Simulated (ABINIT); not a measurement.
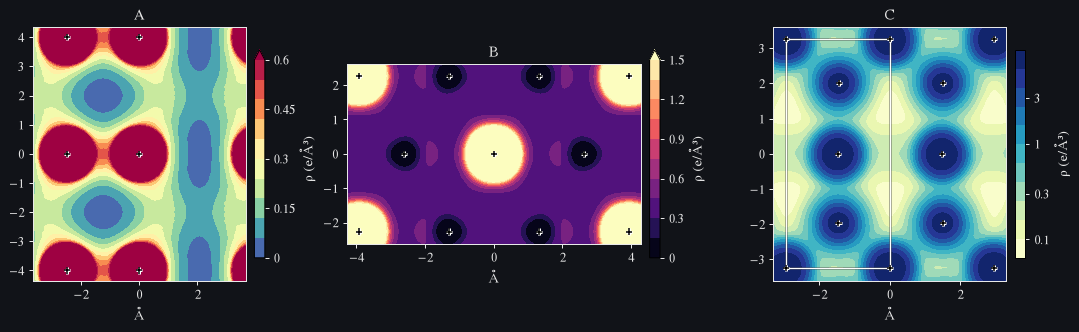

The valence charge density (pseudo) of 3 systems, each on a plane through atoms (crosses mark nuclei in the plane).

The calculation used ABINIT 10.8.3, Kohn-Sham DFT of a periodic cell, PBE, JTH PAW PBE v2.0.

System 1: Ge, the (11̄0) plane of the conventional cell. Space group P6₃/mmc; a structure from a database of computed crystals, not necessarily the ambient phase; computed pressure about 2 GPa in this cell.

```
Ge
1.0
     3.99759    0.00000    0.00000
    -1.99879    3.46201    0.00000
     0.00000    0.00000    6.59938
Ge
4
Direct
  0.33333 0.66667 0.93710
  0.66667 0.33333 0.43710
  0.33333 0.66667 0.56290
  0.66667 0.33333 0.06290
```

System 2: Si₂Mo, the (110) plane of the conventional cell. Space group I4/mmm; computed pressure about 2 GPa in this cell.

```yaml
crystal:
  lattice:
    - [3.20000, 0.00000, 0.00000]
    - [0.00000, 3.20000, 0.00000]
    - [0.00000, 0.00000, 7.86100]
  atoms:
    - { symbol: Mo, position: [0.00000, 0.00000, 0.00000] }
    - { symbol: Mo, position: [0.50000, 0.50000, 0.50000] }
    - { symbol: Si, position: [0.00000, 0.00000, 0.66700] }
    - { symbol: Si, position: [0.50000, 0.50000, 0.16700] }
    - { symbol: Si, position: [0.00000, 0.00000, 0.33300] }
    - { symbol: Si, position: [0.50000, 0.50000, 0.83300] }
```

System 3: TiO₂, the (011) plane of the conventional cell. Space group P1; a structure from a database of computed crystals, not necessarily the ambient phase; not relaxed (largest force 0.8 eV/Å); computed pressure about 4 GPa in this cell.

```
Ti O
1.0
     0.00000    0.00000    2.95921
     4.59984    0.00000    0.00000
     0.00000    4.59984    0.00000
Ti O
2 4
Cartesian
  4.5669 0.0348 1.4720
  2.2625 2.3488 2.9490
  1.4100 1.3962 1.4689
  0.8706 3.7160 0.0144
  3.6593 0.8931 0.0208
  3.2157 3.2460 1.5089
```

> Match each panel to its system.

Panel A is system 1, Ge: the plane holds Ge. Ge–Ge (2.47 Å): the density is about 0.5 e/Å³ at the midpoint. Panel B is system 2, Si₂Mo: the plane holds Mo and Si. Si–Mo (2.62 Å): the density is about 0.4 e/Å³ at the midpoint. Panel C is system 3, TiO₂: the plane holds Ti and O. Ti–O (1.91 Å): ρ at the midpoint is about 0.82 e/Å³.
